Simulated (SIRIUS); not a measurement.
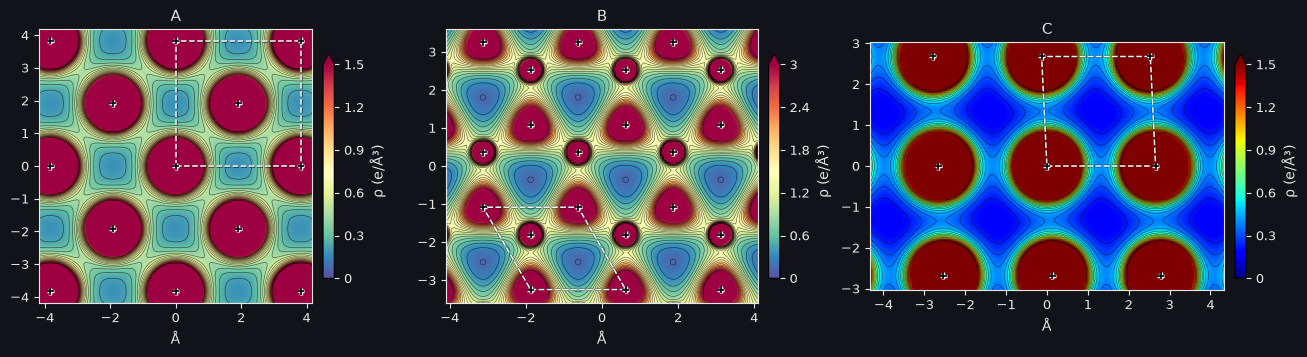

The total electron density of 3 systems, each on a plane through atoms (crosses mark nuclei in the plane).

Computed with Kohn-Sham DFT of a periodic cell, PBEsol, all-electron FP-LAPW in SIRIUS 7.12.0.

System 1: BN, the (001) plane of the conventional cell. Space group P6₃/mmc.

System 2: Ir, the (100) plane of the conventional cell. Space group Fm-3m.

```
Ir
1.0
     3.83120    0.00000    0.00000
     0.00000    3.83120    0.00000
     0.00000    0.00000    3.83120
Ir
4
Direct
  0.00000 0.00000 0.00000
  0.50000 0.50000 0.00000
  0.50000 0.00000 0.50000
  0.00000 0.50000 0.50000
```

System 3: Rh, the (100) plane of the conventional cell. Space group P-1.

Which map belongs to which system?

Panel A is system 2, Ir: the plane holds Ir. Ir–Ir (2.71 Å): ρ at the midpoint is about 0.46 e/Å³. Panel B is system 1, BN: the plane holds N and B. B–N (1.44 Å): ρ at the midpoint is about 1.8 e/Å³. Panel C is system 3, Rh: the plane holds Rh. Rh–Rh (2.68 Å): ρ at the midpoint is about 0.38 e/Å³.
